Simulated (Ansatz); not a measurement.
# Field-gradient calculation of ZnS (part 1 of 2)

ZnS (28 atoms in the cell), computed with DFT, r2SCAN, plane-wave PAW, default files, scalar-relativistic, no spin polarisation (Ansatz 0.2.0).

The structure derives from a Materials Project entry. It belongs to a series of runs on one base structure; here: functional r2SCAN.

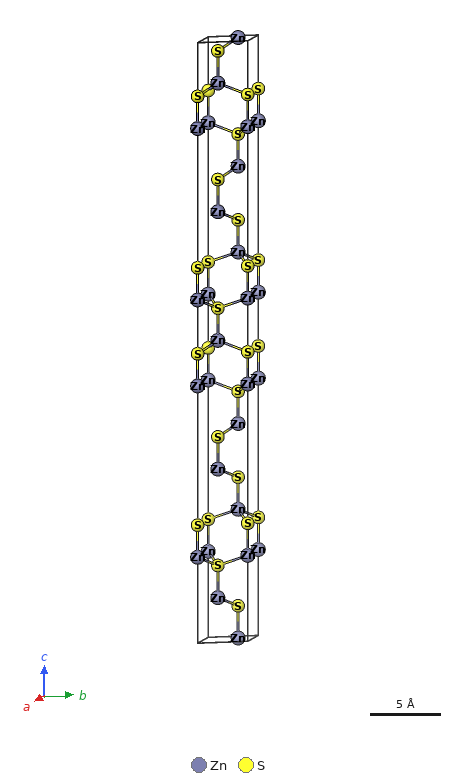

**Figure 1.** The input geometry (ball-and-stick view of the cell of the calculation, seen slightly off an axis).

**Input**
```yaml
crystal:
  lattice:
    - [3.8077342448, 0.0, 0.0]
    - [-1.9038671224, 3.2975945868, 0.0]
    - [0.0, 0.0, 43.59854157]
  atoms:
    - { symbol: Zn, position: [0.0, 0.0, 0.14305987] }
    - { symbol: Zn, position: [0.3333333333, 0.6666666667, 0.64287399] }
    - { symbol: Zn, position: [0.3333333333, 0.6666666667, 0.21432741] }
    - { symbol: Zn, position: [0.6666666667, 0.3333333333, 0.0715385] }
    - { symbol: Zn, position: [0.0, 0.0, 0.85709671] }
    - { symbol: Zn, position: [0.0, 0.0, 0.57160866] }
    - { symbol: Zn, position: [0.3333333333, 0.6666666667, 0.78575242] }
    - { symbol: Zn, position: [0.3333333333, 0.6666666667, 0.35716699] }
    - { symbol: Zn, position: [0.3333333333, 0.6666666667, 2.295e-05] }
    - { symbol: Zn, position: [0.0, 0.0, 0.42846799] }
    - { symbol: Zn, position: [0.6666666667, 0.3333333333, 0.92849752] }
    - { symbol: Zn, position: [0.6666666667, 0.3333333333, 0.28569301] }
    - { symbol: Zn, position: [0.6666666667, 0.3333333333, 0.49992624] }
    - { symbol: Zn, position: [0.6666666667, 0.3333333333, 0.7142539] }
    - { symbol: S, position: [0.0, 0.0, 0.19654329] }
    - { symbol: S, position: [0.6666666667, 0.3333333333, 0.33928971] }
    - { symbol: S, position: [0.0, 0.0, 0.91061707] }
    - { symbol: S, position: [0.3333333333, 0.6666666667, 0.83924787] }
    - { symbol: S, position: [0.3333333333, 0.6666666667, 0.41064208] }
    - { symbol: S, position: [0.6666666667, 0.3333333333, 0.55359839] }
    - { symbol: S, position: [0.3333333333, 0.6666666667, 0.26778828] }
    - { symbol: S, position: [0.6666666667, 0.3333333333, 0.76785448] }
    - { symbol: S, position: [0.6666666667, 0.3333333333, 0.98202088] }
    - { symbol: S, position: [0.3333333333, 0.6666666667, 0.69633817] }
    - { symbol: S, position: [0.3333333333, 0.6666666667, 0.05364288] }
    - { symbol: S, position: [0.0, 0.0, 0.48195301] }
    - { symbol: S, position: [0.0, 0.0, 0.62507876] }
    - { symbol: S, position: [0.6666666667, 0.3333333333, 0.12509898] }
kpoints:
  mp_grid: { grid: [8, 8, 1] }
scf:
  occupations: { method: fermi_dirac, width: 0.02 }
hamiltonian:
  xc: r2scan
  pseudopotentials: { kind: paw }
output:
  forces: true
  stress: true
  populations: true
  efg:
    quadrupole_moments_barn: { Zn: 0.122, S: -0.0694 }
    contact_densities: true
```

Launched with:
```bash
ansatz run input.yaml --threads 1 --pin off --max-ram 2560MiB --backend cpu --events-out ev --progress --plain --runs-dir out
```

**The program's output**
```
Engine: ansatz 0.2.0, aarch64-unknown-linux-gnu
Pseudopotentials: kind: paw
Pseudopotential: Zn, paw, valence charge 12, recommended cutoff 500 eV (meta_gga), Zn.paw.azcp
Pseudopotential: S, paw, valence charge 6, recommended cutoff 500 eV (meta_gga), S.paw.azcp
Functional definition: r2SCAN
  parameter k0 = 0.174
  parameter k1 = 0.065
  parameter a1 = 4.9479
  exchange = r2scan_x(k0 = k0, k1 = k1, a1 = a1)
  correlation = r2scan_c
Crystal: 28 atoms, lattice volume = 547.439 Å³
Basis set: ecut = 500 eV, 13689 PW (Γ), exchange–correlation on 120×120×1280 points (64 copies of the dense FFT grid, shifted against one another)
Bands: 154, of which v1, the nominal top of the filled ones, is band 126 counted from 1 (125 counted from 0)
Symmetry: 6 space group operations
Space group: P3m1 (ITA 156), of the structure as read, at distance tolerance 8.2e-5 Å
k-points: 10 of 64 (time reversal used)
Non-local potential: Zn, projectors of the file, l = 0: 2, l = 1: 2, l = 2: 3, l = 3: 1
Non-local potential: S, projectors of the file, l = 0: 2, l = 1: 2, l = 2: 2
PAW form: soft (Blöchl's): semilocal exchange-correlation on the pseudo side does not see the compensation charge
PAW frozen core: Zn, regenerated for the run's functional (the file was generated under x = pbe(κ = 0.804, μ = 0.2195149727645171), c = pbe(β = 0.06672455060314922))
PAW frozen core: S, regenerated for the run's functional (the file was generated under x = pbe(κ = 0.804, μ = 0.2195149727645171), c = pbe(β = 0.06672455060314922))
PAW one-centre angular grid: Zn, 590 points (default); XC on 261 of its mesh's 2673 points in the sphere
PAW one-centre angular grid: S, 302 points (default); XC on 160 Gauss nodes
Initial density: superposition of atomic densities (neutral atoms: chi_scale 0, normalization atom), corrected by the library's trained network
Initial wavefunctions: pseudopotential atomic-orbital guess
Functional: x = r2scan, c = r2scan; τ floored in thin density (d = 2e-4 eV/Å³)
SCF iter   1: F=—  HF=-59268.316669 eV  |F-HF|=—  |Δ(HF+E_count)|=         —  Δρ=1.54e-2  dr2=6.54e-1  dr2_τ=9.28e-2  ethr=1.77e-3  ⟨swp⟩=6.9  Hψ=6867  notcnv=0  defer=69
preconditioner: auto → Resta (q_TF=auto, 2.397 Å⁻¹)  ε∞=5.8  [insulator: Δε(μ)=2.710 eV  Ē_g=11.465 eV  σ=0.020 eV  W_gap=1.00  n_scr=158 (ndim 8)  ℏωp=25.2 eV  f_vac=0.029  D(μ)=0.00/eV (n_scr^D=0)  ε∞_Penn≈5.8]
SCF iter   2: F=—  HF=-59268.311068 eV  |F-HF|=—  |Δ(HF+E_count)|=   5.60e-3  Δρ=2.37e-3  dr2=1.88e-2  dr2_τ=3.82e-3  ethr=2.60e-4  ⟨swp⟩=2.9  Hψ=3008  notcnv=0  defer=220
SCF iter   3: F=—  HF=-59268.288592 eV  |F-HF|=—  |Δ(HF+E_count)|=   2.25e-2  Δρ=3.27e-3  dr2=2.73e-2  dr2_τ=2.09e-4  ethr=7.46e-6  ⟨swp⟩=2.3  Hψ=2519  notcnv=0  defer=220
SCF iter   4: F=—  HF=-59268.286400 eV  |F-HF|=—  |Δ(HF+E_count)|=   2.19e-3  Δρ=6.62e-4  dr2=1.34e-3  dr2_τ=6.34e-5  ethr=7.46e-6  ⟨swp⟩=2.5  Hψ=2472  notcnv=0  defer=220
SCF iter   5: F=—  HF=-59268.286576 eV  |F-HF|=—  |Δ(HF+E_count)|=   1.76e-4  Δρ=1.58e-4  dr2=1.14e-4  dr2_τ=3.16e-6  ethr=5.30e-7  ⟨swp⟩=3.0  Hψ=2652  notcnv=0  defer=220
SCF iter   6: F=—  HF=-59268.286623 eV  |F-HF|=—  |Δ(HF+E_count)|=   4.66e-5  Δρ=5.29e-5  dr2=1.09e-5  dr2_τ=5.49e-8  ethr=4.53e-8  ⟨swp⟩=2.0  Hψ=2580  notcnv=0  defer=220
SCF iter   7: F=—  HF=-59268.286228 eV  |F-HF|=—  |Δ(HF+E_count)|=   3.95e-4  Δρ=3.55e-5  dr2=4.04e-6  dr2_τ=3.58e-8  ethr=4.32e-9  ⟨swp⟩=2.0  Hψ=2502  notcnv=0  defer=220
SCF iter   8: F=—  HF=-59268.286226 eV  |F-HF|=—  |Δ(HF+E_count)|=   2.44e-6  Δρ=7.65e-6  dr2=2.66e-7  dr2_τ=4.88e-9  ethr=1.60e-9  ⟨swp⟩=2.0  Hψ=2440  notcnv=0  defer=220
SCF iter   9: F=-59268.286226 eV  HF=-59268.286226 eV  |F-HF|=5.13e-9  |Δ(HF+E_count)|=   9.84e-8  Δρ=1.17e-6  dr2=1.22e-8  dr2_τ=3.17e-10  ethr=3.97e-11  ⟨swp⟩=13.9  Hψ=8953  notcnv=0
SCF 1 converged in 9 iterations: F = -59268.286226 eV  dr2 = 1.22e-8
  greatest PAW one-centre occupation: 0.983 electrons in one spin orbital (limit 2), on the Zn atom at site 12 (counted from 0), in its partial waves of l = 2
```

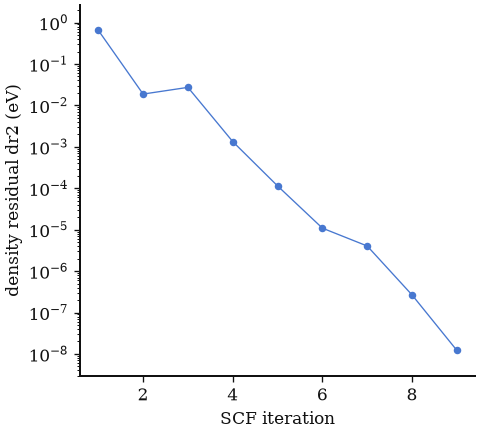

**Figure 2.** Convergence of the self-consistent field: density residual dr2 against the SCF iteration. The residual falls almost steadily, with no more than small rises.

```
SCF converged after 9 iterations
Free energy (F): -59268.286226 eV
Harris-Foulkes:  -59268.286226 eV  (|F-HF|=5.13e-9)
Internal energy: -59268.286226 eV  (E = F + TS)
E sigma→0 (E₀):  -59268.286226 eV
Fermi energy:    7.005708 eV
--- Per-component energies (eV) ---
  E_band       = -13.894364
  E_kinetic    = 3326.273263
  E_local      = -28582.865121  (includes V_loc(G=0)·N_el)
  E_nonlocal   = 9052.392140
  E_hartree    = 11993.544807
  E_xc         = -3021.395850
  E_vxc        = -2075.684150  (∫ρ·V_xc dr)
  E_paw        = -34438.586840  (= ΣΔE_a)
  E_vpaw       = -5823.788830  (= ΣTr[D̂ρ^β])
  E_aug_tail   = -0.000931  (compensation charges beyond the density's cutoff)
  E_vtau       = 102.691545  (kinetic-family band-sum trace: ∫τ·v_τ [+ j·A + Jᵃ·Aᵃ] dr)
  E_ewald      = -17593.554298
  E_core_change = -4.093397  (= ΣΔE_core)
  E_smearing   = -0.000000  (= −TS)
  E_closure    = -0.000000  (closes the sum)
  Σ components = -59268.286226   (vs F -59268.286226, Δ=0.00e0)
--- Forces (eV/Å), atoms counted from 1 ---
  atom   1  Zn     0.00000000    -0.00000000    -0.02580396
  atom   2  Zn     0.00000000    -0.00000000    -0.00189727
  atom   3  Zn     0.00000000    -0.00000000    -0.00060906
  atom   4  Zn     0.00000000    -0.00000000     0.01469011
  atom   5  Zn    -0.00000000     0.00000000     0.00378993
  atom   6  Zn     0.00000000    -0.00000000    -0.02868705
  atom   7  Zn    -0.00000000     0.00000000    -0.00151716
  atom   8  Zn    -0.00000000     0.00000000    -0.00307653
  atom   9  Zn    -0.00000000     0.00000000    -0.00138606
  atom  10  Zn    -0.00000000     0.00000000    -0.00053084
  atom  11  Zn    -0.00000000     0.00000000    -0.00017216
  atom  12  Zn     0.00000000    -0.00000000     0.01049172
  atom  13  Zn    -0.00000000     0.00000000     0.01752400
  atom  14  Zn     0.00000000    -0.00000000     0.00963066
  atom  15  S     -0.00000000     0.00000000    -0.01337210
  atom  16  S      0.00000000    -0.00000000     0.00123709
  atom  17  S      0.00000000    -0.00000000     0.00421346
  atom  18  S      0.00000000    -0.00000000    -0.00156693
  atom  19  S      0.00000000    -0.00000000    -0.00021499
  atom  20  S     -0.00000000     0.00000000     0.00363120
  atom  21  S     -0.00000000     0.00000000     0.00254503
  atom  22  S      0.00000000    -0.00000000     0.00497996
  atom  23  S      0.00000000    -0.00000000     0.00207487
  atom  24  S     -0.00000000     0.00000000     0.00365153
  atom  25  S     -0.00000000     0.00000000    -0.00099467
  atom  26  S      0.00000000    -0.00000000     0.01296332
  atom  27  S     -0.00000000     0.00000000    -0.01217290
  atom  28  S     -0.00000000     0.00000000     0.00057995
  max |Σ_I F_I| component: 1.16e-6 eV/Å
--- Stress (GPa, compression-positive) ---
        0.081493       0.000000      -0.000000
        0.000000       0.081493       0.000000
       -0.000000       0.000000       0.056731
  P = ⅓ Tr σ = 0.0732 GPa (0.732 kbar)
--- PAW observables at the nuclei: V_zz in 10²¹ V/m², potentials from the cell's mean, atoms counted from 1 ---
  atom   1  Zn V_zz =    -0.029749   η = 0.0000   by run symmetry: allowed   C_q = -0.0878 MHz
            electrostatic potential = -3942.423925 V   contact ρ = 166448.191030 e/Å³
  atom   2  Zn V_zz =    +0.023625   η = 0.0000   by run symmetry: allowed   C_q = +0.0697 MHz
            electrostatic potential = -3942.410712 V   contact ρ = 166448.232586 e/Å³
  atom   3  Zn V_zz =    +0.022589   η = 0.0000   by run symmetry: allowed   C_q = +0.0666 MHz
            electrostatic potential = -3942.407678 V   contact ρ = 166448.239352 e/Å³
  atom   4  Zn V_zz =    +0.096126   η = 0.0000   by run symmetry: allowed   C_q = +0.2836 MHz
            electrostatic potential = -3942.431815 V   contact ρ = 166448.021220 e/Å³
  atom   5  Zn V_zz =    +0.030324   η = 0.0000   by run symmetry: allowed   C_q = +0.0895 MHz
            electrostatic potential = -3942.418576 V   contact ρ = 166448.210189 e/Å³
  atom   6  Zn V_zz =    -0.002717   η = 0.0000   by run symmetry: allowed   C_q = -0.0080 MHz
            electrostatic potential = -3942.437137 V   contact ρ = 166448.028901 e/Å³
  atom   7  Zn V_zz =    +0.047219   η = 0.0000   by run symmetry: allowed   C_q = +0.1393 MHz
            electrostatic potential = -3942.430794 V   contact ρ = 166448.054490 e/Å³
  atom   8  Zn V_zz =    +0.038591   η = 0.0000   by run symmetry: allowed   C_q = +0.1138 MHz
            electrostatic potential = -3942.429716 V   contact ρ = 166448.069577 e/Å³
  atom   9  Zn V_zz =    -0.061039   η = 0.0000   by run symmetry: allowed   C_q = -0.1801 MHz
            electrostatic potential = -3942.417733 V   contact ρ = 166448.071877 e/Å³
  atom  10  Zn V_zz =    +0.032378   η = 0.0000   by run symmetry: allowed   C_q = +0.0955 MHz
            electrostatic potential = -3942.416320 V   contact ρ = 166448.210987 e/Å³
  atom  11  Zn V_zz =    +0.042364   η = 0.0000   by run symmetry: allowed   C_q = +0.1250 MHz
            electrostatic potential = -3942.417304 V   contact ρ = 166448.175247 e/Å³
  atom  12  Zn V_zz =    -0.052006   η = 0.0000   by run symmetry: allowed   C_q = -0.1534 MHz
            electrostatic potential = -3942.410350 V   contact ρ = 166448.117654 e/Å³
  atom  13  Zn V_zz =    -0.012009   η = 0.0000   by run symmetry: allowed   C_q = -0.0354 MHz
            electrostatic potential = -3942.418702 V   contact ρ = 166448.055297 e/Å³
  atom  14  Zn V_zz =    -0.050737   η = 0.0000   by run symmetry: allowed   C_q = -0.1497 MHz
            electrostatic potential = -3942.411991 V   contact ρ = 166448.110735 e/Å³
  atom  15  S  V_zz =    -0.001138   η = 0.0000   by run symmetry: allowed   C_q = +0.0019 MHz
            electrostatic potential = -1632.655604 V   contact ρ = 19734.923656 e/Å³
  atom  16  S  V_zz =    +0.210096   η = 0.0000   by run symmetry: allowed   C_q = -0.3526 MHz
            electrostatic potential = -1632.684103 V   contact ρ = 19734.931060 e/Å³
  atom  17  S  V_zz =    +0.040674   η = 0.0000   by run symmetry: allowed   C_q = -0.0683 MHz
            electrostatic potential = -1632.665504 V   contact ρ = 19734.942843 e/Å³
  atom  18  S  V_zz =    +0.033798   η = 0.0000   by run symmetry: allowed   C_q = -0.0567 MHz
            electrostatic potential = -1632.664967 V   contact ρ = 19734.932922 e/Å³
  atom  19  S  V_zz =    +0.017196   η = 0.0000   by run symmetry: allowed   C_q = -0.0289 MHz
            electrostatic potential = -1632.663764 V   contact ρ = 19734.926063 e/Å³
  atom  20  S  V_zz =    +0.287215   η = 0.0000   by run symmetry: allowed   C_q = -0.4820 MHz
            electrostatic potential = -1632.692331 V   contact ρ = 19734.959451 e/Å³
  atom  21  S  V_zz =    +0.052849   η = 0.0000   by run symmetry: allowed   C_q = -0.0887 MHz
            electrostatic potential = -1632.659400 V   contact ρ = 19734.912039 e/Å³
  atom  22  S  V_zz =    +0.221886   η = 0.0000   by run symmetry: allowed   C_q = -0.3723 MHz
            electrostatic potential = -1632.684984 V   contact ρ = 19734.935230 e/Å³
  atom  23  S  V_zz =    +0.122681   η = 0.0000   by run symmetry: allowed   C_q = -0.2059 MHz
            electrostatic potential = -1632.665908 V   contact ρ = 19734.934320 e/Å³
  atom  24  S  V_zz =    +0.061400   η = 0.0000   by run symmetry: allowed   C_q = -0.1030 MHz
            electrostatic potential = -1632.660952 V   contact ρ = 19734.913776 e/Å³
  atom  25  S  V_zz =    +0.239705   η = 0.0000   by run symmetry: allowed   C_q = -0.4022 MHz
            electrostatic potential = -1632.682939 V   contact ρ = 19734.939760 e/Å³
  atom  26  S  V_zz =    +0.098467   η = 0.0000   by run symmetry: allowed   C_q = -0.1652 MHz
            electrostatic potential = -1632.666169 V   contact ρ = 19734.926185 e/Å³
  atom  27  S  V_zz =    +0.016687   η = 0.0000   by run symmetry: allowed   C_q = -0.0280 MHz
            electrostatic potential = -1632.657162 V   contact ρ = 19734.921163 e/Å³
  atom  28  S  V_zz =    +0.094165   η = 0.0000   by run symmetry: allowed   C_q = -0.1580 MHz
            electrostatic potential = -1632.672336 V   contact ρ = 19734.955411 e/Å³
--- Band table (eV; the first three rows and the last of 10) ---
```
